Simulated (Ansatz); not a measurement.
```
P
1.0
     0.00000    0.00000    7.40000
     0.00000    9.20000    0.00000
   -18.65000    0.00000    0.00000
P
8
Direct
  0.00000 0.25000 0.86997
  0.00000 0.25000 0.37668
  0.00000 0.75000 0.13003
  0.00000 0.75000 0.62332
  0.62500 0.25000 0.13003
  0.62500 0.25000 0.62332
  0.37500 0.75000 0.86997
  0.37500 0.75000 0.37668
```

Space group P2₁/m; a structure from a database of computed crystals, not necessarily the ambient phase; spin-polarised.

All numbers below come from DFT PBEsol, scalar-relativistic, plane waves, PAW in Ansatz.

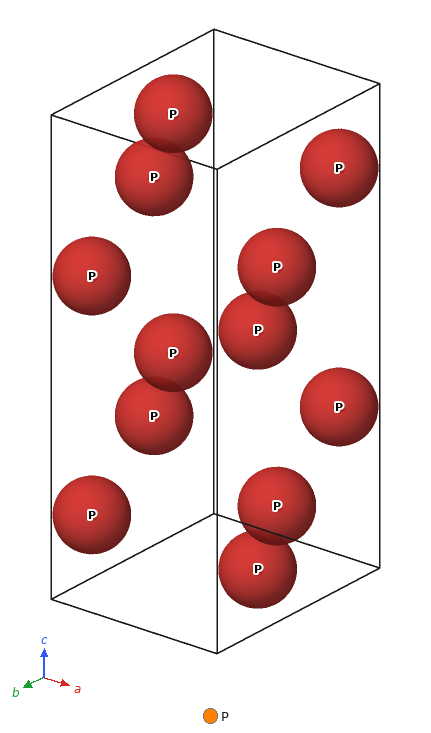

P. Isosurfaces of the spin density (up minus down) at +0.08 (red) and −0.08 e/Å³ (blue), seen at an oblique angle.

In a PAW calculation such maps are meaningful between the atoms, not at the nuclei.

Question: Which atoms carry the moments, and with what signs?

Answer: The spin density sits on P: +2.9 μB (×8) in one cell of 8 atoms: parallel moments (a ferromagnetic arrangement) in this solution. The cell of the calculation (8 atoms) carries 24.0 μB of net spin moment. Only one sign reaches the isovalue.
